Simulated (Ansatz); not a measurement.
# InSe (R3m): G0W0 under other settings

Aim: change settings of a G0W0 run on InSe (R3m) and see what moves.

Program: Ansatz 0.2.0. Level of theory: G0W0 on r2SCAN, plane waves, PAW. Results are calculated unless marked as measured.

**1. The structure**

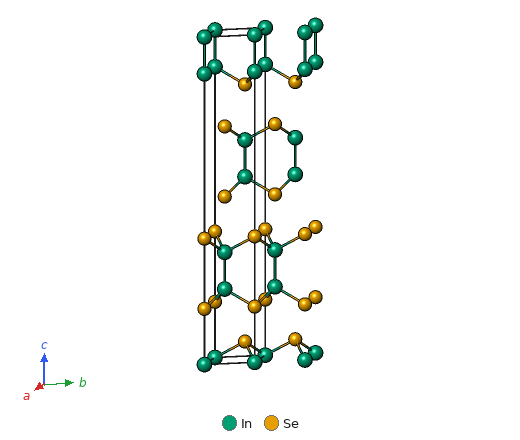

The cell as given, slightly off an axis (indium teal, selenium orange). 1×2×1 cells are drawn. This picture shows the conventional cell, with its axes. Bonds to atoms that aren't drawn are left out. Some periodic images of atoms are drawn too.

The cell and positions come from the Crystallography Open Database and are kept as given unless a step says otherwise. The default PAW set here is soft_2. Its files were made with PBE.

**2. The base run: 4×4×4 mesh, 343 empty bands, screening to 120 eV**

G0W0 replaces the xc potential by the self-energy, built once from these orbitals. Only a window of levels is corrected, while the sums run over the empty bands that the input names.

The input, input.yaml:

```yaml
crystal:
  lattice:
    - [2.0, 1.1547005384, 8.3166666667]
    - [-2.0, 1.1547005384, 8.3166666667]
    - [0.0, -2.3094010768, 8.3166666667]
  atoms:
    - { symbol: In, position: [0.0, 0.0, 0.0] }
    - { symbol: In, position: [0.1122, 0.1122, 0.1122] }
    - { symbol: Se, position: [0.6155, 0.6155, 0.6155] }
    - { symbol: Se, position: [0.83, 0.83, 0.83] }
kpoints:
  mp_grid: { grid: [4, 4, 4] }
hamiltonian:
  xc: r2scan
scf:
  occupations: { method: fixed }
gw:
  n_empty_bands: 343
  ecut_chi: 120
  qp_bands: [v2, c2]
  qp_kpoints: band_edges
  screening: { model: contour_deformation }
```

Started as:

```sh
$ ansatz run input.yaml --threads 3 --pin off --max-ram 92160MiB --backend cuda --events-out ev --progress --plain --runs-dir out --devices 1 --max-vram 13GiB
```

Numbers of over 12 decimals in the logs are rounded to 6 here.

What it wrote:

```text
GPUs: using 1 of 1 available (devices: 1).
Engine: ansatz 0.2.0, x86_64-unknown-linux-gnu
Pseudopotentials: kind: paw
Pseudopotential: In, paw, valence charge 13, recommended cutoff 500 eV (meta_gga), In.paw.azcp
Pseudopotential: Se, paw, valence charge 16, recommended cutoff 500 eV (meta_gga), Se.paw.azcp
Functional definition: r2SCAN
  parameter k0 = 0.174
  parameter k1 = 0.065
  parameter a1 = 4.9479
  exchange = r2scan_x(k0 = k0, k1 = k1, a1 = a1)
  correlation = r2scan_c
device memory: the entry about to start is reckoned to put 3.8 GiB on a device that reports 38.9 GiB free (of which the cap on the GPU budget leaves the run 13.0 GiB)
GPU FFT provider: cuFFT
GPU libraries: cuBLAS 13.8.2, cuFFT 12.4.0, cuSOLVER 12.3.4
Crystal: 4 atoms, lattice volume = 115.239 Å³
Basis set: ecut = 500 eV, 2947 PW (Γ), exchange–correlation on 256×256×256 points (64 copies of the dense FFT grid, shifted against one another)
Bands: 35, of which v1, the nominal top of the filled ones, is band 29 counted from 1 (28 counted from 0)
Symmetry: 6 space group operations
Space group: R3m (ITA 160), of the structure as read, at distance tolerance 4.9e-5 Å
k-points: 13 of 64 (time reversal used)
Non-local potential: In, projectors of the file, l = 0: 2, l = 1: 2, l = 2: 2, l = 3: 2
Non-local potential: Se, projectors of the file, l = 0: 2, l = 1: 2, l = 2: 3, l = 3: 1
PAW form: soft (Blöchl's): semilocal exchange-correlation on the pseudo side does not see the compensation charge
PAW frozen core: In, regenerated for the run's functional (the file was generated under x = pbe(κ = 0.804, μ = 0.219515), c = pbe(β = 0.066725))
PAW frozen core: Se, regenerated for the run's functional (the file was generated under x = pbe(κ = 0.804, μ = 0.219515), c = pbe(β = 0.066725))
PAW one-centre angular grid: In, 590 points (default); XC on 289 of its mesh's 2783 points in the sphere
PAW one-centre angular grid: Se, 590 points (default); XC on 160 Gauss nodes
Initial density: superposition of atomic densities (neutral atoms: chi_scale 0, normalization atom), corrected by the library's trained network
Initial wavefunctions: pseudopotential atomic-orbital guess
GPU buffer pool allocated for 262144 grid points (all kernels)
GPU transforms: local potential and band sums: pruned to the plane-wave sphere, on 64×64×64
Functional: x = r2scan, c = r2scan; τ floored in thin density (d = 2e-4 eV/Å³)
SCF iter   1: F=—  HF=-22182.504228 eV  |F-HF|=—  |Δ(HF+E_count)|=         —  Δρ=6.27e-3  dr2=3.95e-2  dr2_τ=1.63e-2  ethr=1.77e-3  ⟨swp⟩=5.0  Hψ=1632  notcnv=0  defer=52
preconditioner: auto → Resta (q_TF=auto, 2.433 Å⁻¹)  ε∞=3.1  [insulator: Δε(μ)=0.797 eV  Ē_g=14.831 eV  n_scr=30 (ndim 8)  ℏωp=21.3 eV  f_vac=0.077  ε∞_Penn≈3.1]
[...]
E_nonlocal   = -454.908065
  E_hartree    = 3623.389575
  E_xc         = -598.237161
  E_vxc        = -424.447817  (∫ρ·V_xc dr)
  E_paw        = -12219.676655  (= ΣΔE_a)
  E_vpaw       = -212.958741  (= ΣTr[D̂ρ^β])
  E_aug_tail   = -0.000398  (compensation charges beyond the density's cutoff)
  E_vtau       = 25.122359  (kinetic-family band-sum trace: ∫τ·v_τ [+ j·A + Jᵃ·Aᵃ] dr)
  E_ewald      = -5408.437302
  E_core_change = -1.598449  (= ΣΔE_core)
  E_smearing   = -0.000000  (= −TS)
  E_closure    = 0.000000  (closes the sum)
  Σ components = -22182.516963   (vs F -22182.516963, Δ=0.00e0)
--- Band table (eV; the first three rows and the last of 13) ---
  k-point 0: bands = [... 25 lower, 5.8676, 5.8676, 5.9996, 5.9996, 9.4032, 9.8540, 11.9696, 11.9696, ... 2 higher]
  k-point 1: bands = [... 25 lower, 5.2185, 5.2604, 5.4498, 6.1994, 9.5778, 9.7996, 11.6964, 11.9465, ... 2 higher]
  k-point 2: bands = [... 25 lower, 4.7734, 4.8005, 4.9602, 5.5381, 8.6967, 9.5902, 11.2931, 11.6532, ... 2 higher]
  k-point 12: bands = [... 25 lower, 5.7957, 6.0794, 6.0794, 7.2987, 8.1124, 9.9053, 11.8729, 11.8729, ... 2 higher]
--- G₀W₀: contour deformation, 7 samples at zero and on the imaginary axis and 1 off it, 64 q-points, 343 empty bands' worth ---
  eigenvalues of the whole cell's RPA ε∞ on this k-mesh (on a slab, of 1 + 4πα/V) = 8.1061, 8.1061, 12.2852; static W/v taken at q = 0 is 0.128039
  gw.qp_kpoints: band_edges: 8 of 13 stored k-points solved, in 1 pass; an edge of the gap read off the rows below is read off those points alone
    valence top: of the k-points left out ik 8 came nearest to being solved in a further pass, in band 29 (counted from 1, as in the quasiparticle table): it holds the edge there only if its correction is more favourable than any solved in that band by at least 0.796 eV; those differ by 0.120 eV
    conduction bottom: of the k-points left out ik 7 came nearest to being solved in a further pass, in band 30 (counted from 1, as in the quasiparticle table): it holds the edge there only if its correction is more favourable than any solved in that band by at least 0.708 eV; those differ by 0.179 eV
    ik  band        ε_KS         Σx   Σc(E_QP)       V_xc       Z   E_QP_lin       E_QP  E_QP is
     2    28      4.9602   -17.2612     1.9962   -14.8125  0.7496     4.5006     4.5078  root
     2    29      5.5381   -15.6663     1.4597   -13.7344  0.7615     5.0587     5.0659  root
     2    30      8.6967    -7.7650    -3.3873   -11.2166  0.7979     8.7610     8.7609  root
     2    31      9.5902    -9.6654    -3.8235   -13.7165  0.7804     9.8193     9.8178  root
     3    28      5.5541   -17.8869     1.8509   -15.6151  0.7571     5.1280     5.1334  root
     3    29      6.4359   -16.0662     1.2254   -14.4032  0.7691     5.9930     5.9982  root
     3    30      9.3994    -9.3632    -3.6871   -13.2453  0.7896     9.5951     9.5944  root
     3    31      9.7898    -8.0911    -3.7940   -12.0357  0.7867     9.9408     9.9403  root
[...]
12    28      6.0794   -18.3155     1.7434   -16.1868  0.7614     5.6901     5.6941  root
    12    29      7.2987   -16.3246     0.8341   -15.1216  0.7766     6.9273     6.9297  root
    12    30      8.1124   -10.2526    -3.3261   -13.7012  0.7983     8.2351     8.2349  root
    12    31      9.9053    -8.0969    -4.0231   -12.2493  0.7909    10.0350    10.0346  root
[key lines of the parts left out:]
SCF converged after 7 iterations
Free energy (F): -22182.516963 eV
Fermi energy:    7.298662 eV
```

It took 46 s on 1 × NVIDIA H100 80GB HBM3 (shared by 6 runs) with 3 threads of AMD EPYC 7R13 (Zen 3), shared host; peak memory 2.3 GiB; 76 s of CPU time.

Reading the cycles: dr2 is the Hartree energy of the density residual (eV), the measure of convergence; HF is the Harris–Foulkes estimate of the energy, which meets the free energy F at convergence.

Numbers from this step:

```yaml
bands_summed: 372
rpa_eps_infinity_on_this_mesh_eigenvalues: 8.106, 8.106, 12.29
plane_waves_in_the_screening_matrix: 363
q_points_in_the_mesh: 64
g0w0_gap_on_the_mesh: 1.305 eV
k_of_the_valence_top: -0.5, -0.5, -0.5
k_of_the_conduction_bottom: -0.5, -0.5, -0.5
starting_gap_on_the_mesh: 0.8137 eV
z_at_the_valence_top: 0.7766
z_at_the_conduction_bottom: 0.7983
least_direct_g0w0_gap_on_the_computed_points: 1.305 eV
```

The gap on the mesh goes from 0.81 eV to 1.31 eV, a correction of +0.49 eV. Between the two edge states, bare exchange in place of the xc potential would open the gap by 4.65 eV, and correlation takes back 4.16 eV.

**3. Variant: all filled levels at the zone centre**

Edit input.yaml of step 2 so:

```diff
@@ -17,6 +17,6 @@
 gw:
-  n_empty_bands: 343
-  ecut_chi: 120
-  qp_bands: [v2, c2]
-  qp_kpoints: band_edges
+  n_empty_bands: 261
+  ecut_chi: 100
+  qp_bands: [lowest, c2]
+  qp_kpoints: [[0, 0, 0]]
   screening: { model: contour_deformation }
```

What it wrote:

```text
GPUs: using 1 of 1 available (devices: 1).
[...]
GPU FFT provider: cuFFT
GPU libraries: cuBLAS 13.8.2, cuFFT 12.4.0, cuSOLVER 12.3.4
Crystal: 4 atoms, lattice volume = 115.239 Å³
Basis set: ecut = 500 eV, 2947 PW (Γ), exchange–correlation on 256×256×256 points (64 copies of the dense FFT grid, shifted against one another)
Bands: 35, of which v1, the nominal top of the filled ones, is band 29 counted from 1 (28 counted from 0)
[... 1 set-up line as in the run before ...]
[...]
k-points: 13 of 64 (time reversal used)
[...]
GPU buffer pool allocated for 262144 grid points (all kernels)
[...]
SCF iter   1: F=—  HF=-22182.504228 eV  |F-HF|=—  |Δ(HF+E_count)|=         —  Δρ=6.27e-3  dr2=3.95e-2  dr2_τ=1.63e-2  ethr=1.77e-3  ⟨swp⟩=5.0  Hψ=1632  notcnv=0  defer=52
[...]
SCF iter   7: F=-22182.516963 eV  HF=-22182.516963 eV  |F-HF|=1.94e-8  |Δ(HF+E_count)|=   2.27e-7  Δρ=4.98e-6  dr2=3.98e-8  dr2_τ=2.19e-9  ethr=1.72e-10  ⟨swp⟩=9.6  Hψ=1767  notcnv=0
SCF 1 converged in 7 iterations: F = -22182.516963 eV  dr2 = 3.98e-8
[...]
NSCF: frozen V_eff on 13 k-points
[...]
G₀W₀ screening: q 1/13
[... further progress lines ...]
[...]
SCF converged after 7 iterations
Free energy (F): -22182.516963 eV
[...]
Internal energy: -22182.516963 eV  (E = F + TS)
E sigma→0 (E₀):  -22182.516963 eV
Fermi energy:    7.298662 eV
[...]
--- Band table (eV; the first three rows and the last of 13) ---
[...]
0     4    -40.9577   -72.8074    13.1225   -56.2066  0.6467   -45.1852   -44.4360  root ?
     0     5    -40.9374   -72.8229    13.1292   -56.2165  0.6450   -45.1512   -44.4146  root ?
     0     6    -40.9374   -72.8229    13.1292   -56.2165  0.6450   -45.1512   -44.4146  root ?
     0     7    -40.9368   -72.8235    13.1249   -56.2171  0.6452   -45.1550   -44.4183  root ?
     0     8    -40.9368   -72.8235    13.1249   -56.2171  0.6452   -45.1550   -44.4183  root ?
[...]
0    16     -7.8193   -41.9496     6.4745   -33.9453  0.7236    -9.4936    -9.3491  root ?
     0    17     -7.8193   -41.9496     6.4745   -33.9453  0.7236    -9.4936    -9.3491  root ?
     0    18     -7.6324   -42.3411     6.4377   -34.3622  0.7251    -9.3094    -9.1736  root ?
     0    19     -7.6324   -42.3411     6.4377   -34.3622  0.7251    -9.3094    -9.1736  root ?
     0    20     -7.6241   -40.5116     6.5100   -32.6240  0.7122    -9.0941    -9.0017  root
     0    21     -6.8207   -23.5661     6.8234   -16.9491  0.6296    -6.6154    -6.6143  root
     0    22     -6.3358   -25.2770     6.5777   -18.7804  0.6439    -6.2549    -6.2547  root
     0    23      0.7200   -16.2507     3.5194   -12.3225  0.7251     0.3027     0.3111  root
     0    24      3.8915   -17.3891     2.0988   -14.9318  0.7370     3.5277     3.5330  root
     0    25      5.6853   -15.4020     1.5499   -13.4520  0.7492     5.2793     5.2851  root
     0    26      5.8676   -18.1967     1.9046   -15.9818  0.7583     5.5547     5.5573  root
     0    27      5.8676   -18.1967     1.9046   -15.9818  0.7583     5.5547     5.5573  root
     0    28      5.9996   -18.1665     1.8432   -16.0122  0.7609     5.6862     5.6886  root
     0    29      5.9996   -18.1665     1.8432   -16.0122  0.7609     5.6862     5.6886  root
     0    30      9.4032   -10.5507    -3.6631   -14.5318  0.7748     9.7241     9.7212  root
     0    31      9.8540    -8.2825    -3.8961   -12.3313  0.7906    10.0073    10.0067  root
```

It took 32 s on 1 × NVIDIA H100 80GB HBM3 (shared by 6 runs) with 3 threads; peak memory 2.1 GiB; 55 s of CPU time.

Absolute levels on the run's own zero. QP, by row:

| k index | band | KS (eV) | Sigma_x (eV) | Sigma_c (eV) | Vxc (eV) | Z | QP linearised (eV) | QP (eV) | source | doubts |
| --- | --- | --- | --- | --- | --- | --- | --- | --- | --- | --- |
| 0 | 1 | -40.96 | -72.81 | 13.12 | -56.21 | 0.6472 | -45.19 | -44.44 | root | energies_apart |
| 0 | 2 | -40.96 | -72.81 | 13.12 | -56.21 | 0.6472 | -45.19 | -44.44 | root | energies_apart |
| 0 | 3 | -40.96 | -72.81 | 13.12 | -56.21 | 0.6467 | -45.19 | -44.44 | root | energies_apart |
| 0 | 4 | -40.96 | -72.81 | 13.12 | -56.21 | 0.6467 | -45.19 | -44.44 | root | energies_apart |
| 0 | 5 | -40.94 | -72.82 | 13.13 | -56.22 | 0.645 | -45.15 | -44.41 | root | energies_apart |
| 0 | 6 | -40.94 | -72.82 | 13.13 | -56.22 | 0.645 | -45.15 | -44.41 | root | energies_apart |
| 0 | 7 | -40.94 | -72.82 | 13.12 | -56.22 | 0.6452 | -45.16 | -44.42 | root | energies_apart |
| 0 | 8 | -40.94 | -72.82 | 13.12 | -56.22 | 0.6452 | -45.16 | -44.42 | root | energies_apart |
| 0 | 9 | -40.93 | -72.83 | 13.13 | -56.22 | 0.6441 | -45.13 | -44.4 | root | energies_apart |
| 0 | 10 | -40.93 | -72.83 | 13.12 | -56.22 | 0.6446 | -45.14 | -44.41 | root | energies_apart |
| 0 | 11 | -8.112 | -41.1 | 6.573 | -33.08 | 0.7128 | -9.68 | -9.555 | root | energies_apart |
| 0 | 12 | -7.923 | -41.76 | 6.53 | -33.72 | 0.7183 | -9.559 | -9.433 | root | energies_apart |
| 0 | 13 | -7.923 | -41.76 | 6.53 | -33.72 | 0.7183 | -9.559 | -9.433 | root | energies_apart |
| 0 | 14 | -7.839 | -41.93 | 6.5 | -33.9 | 0.7234 | -9.506 | -9.365 | root | energies_apart |
| 0 | 15 | -7.839 | -41.93 | 6.5 | -33.9 | 0.7234 | -9.506 | -9.365 | root | energies_apart |
| 0 | 16 | -7.819 | -41.95 | 6.474 | -33.95 | 0.7236 | -9.494 | -9.349 | root | energies_apart |
| 0 | 17 | -7.819 | -41.95 | 6.474 | -33.95 | 0.7236 | -9.494 | -9.349 | root | energies_apart |
| 0 | 18 | -7.632 | -42.34 | 6.438 | -34.36 | 0.7251 | -9.309 | -9.174 | root | energies_apart |
| 0 | 19 | -7.632 | -42.34 | 6.438 | -34.36 | 0.7251 | -9.309 | -9.174 | root | energies_apart |
| 0 | 20 | -7.624 | -40.51 | 6.51 | -32.62 | 0.7122 | -9.094 | -9.002 | root |  |
| 0 | 21 | -6.821 | -23.57 | 6.823 | -16.95 | 0.6296 | -6.615 | -6.614 | root |  |
| 0 | 22 | -6.336 | -25.28 | 6.578 | -18.78 | 0.6439 | -6.255 | -6.255 | root |  |
| 0 | 23 | 0.72 | -16.25 | 3.519 | -12.32 | 0.7251 | 0.3027 | 0.3111 | root |  |
| 0 | 24 | 3.892 | -17.39 | 2.099 | -14.93 | 0.737 | 3.528 | 3.533 | root |  |
| 0 | 25 | 5.685 | -15.4 | 1.55 | -13.45 | 0.7492 | 5.279 | 5.285 | root |  |
| 0 | 26 | 5.868 | -18.2 | 1.905 | -15.98 | 0.7583 | 5.555 | 5.557 | root |  |
| 0 | 27 | 5.868 | -18.2 | 1.905 | -15.98 | 0.7583 | 5.555 | 5.557 | root |  |
| 0 | 28 | 6 | -18.17 | 1.843 | -16.01 | 0.7609 | 5.686 | 5.689 | root |  |
| 0 | 29 | 6 | -18.17 | 1.843 | -16.01 | 0.7609 | 5.686 | 5.689 | root |  |
| 0 | 30 | 9.403 | -10.55 | -3.663 | -14.53 | 0.7748 | 9.724 | 9.721 | root |  |
| 0 | 31 | 9.854 | -8.283 | -3.896 | -12.33 | 0.7906 | 10.01 | 10.01 | root |  |

Against the base:

| setting | base | variant |
| --- | --- | --- |
| empty bands | 343 | 261 |
| screening cutoff (eV) | 120 | 100 |
| levels asked | v2 to c2 | lowest to c2 |
| points asked | band edges | [[0, 0, 0]] |

**4. Outcome**

| Quantity | Value |
| --- | --- |
| base | 1.31 eV, 46 s |
| all filled levels at the zone centre | direct gap at the listed points 4.03 eV, 32 s |

In words: All filled levels at the zone centre: only the listed points were computed; the least direct gap there is 4.03 eV, with empty bands, screening cutoff, levels asked and points asked changed against the base. All runs here use a coarse mesh and modest cutoffs; they test settings and are not final values. The many-body steps are scalar-relativistic: spin-orbit coupling is not in them.

[Paths, hosts, dates, memory and timing lines, banners, echoed tables and standing remarks are left out of the program output.]

[Logs are printed without paths, hosts, clocks, repeated set-up lines and the standing remarks that a program may print on its own settings, such as how far it seeks lower states.]

[Runs of the session that timed out or met a known fault of the program may be left out.]

[Cells called generated may have been cut or substituted from an entry of the Crystallography Open Database or the Materials Project.]

[Hosts, paths, dates, database ids (printed as entryN), source tags and the programs' standing remarks are cut or masked in the printed files.]
